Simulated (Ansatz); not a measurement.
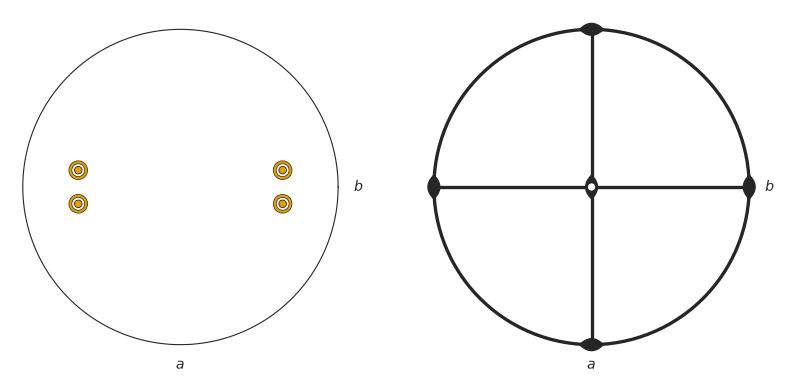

Stereographic projection: filled dots lie in the upper hemisphere, open rings in the lower; heavy lines are mirror planes (a heavy rim: a mirror in the plane of the page); lens, triangle, square and hexagon are 2-, 3-, 4- and 6-fold axes, a lens in an open square is −4, a triangle in an open hexagon −6; thin dashed diameters join the ends of axes that lie in the page; a small open circle marks inversion. The c axis points at the viewer. Left: one general form; right: the symmetry elements. Computed from the symmetry operations of a computed or model structure of composition SiNi.

Question: Identify the point group and its elements.

Answer: mmm (D2h), order 8, orthorhombic system: three twofold axes, three mirror planes, an inversion centre.

Question: Can such a crystal be piezoelectric, pyroelectric or chiral?

Answer: It is centrosymmetric, so neither piezoelectric nor pyroelectric; it is not chiral.
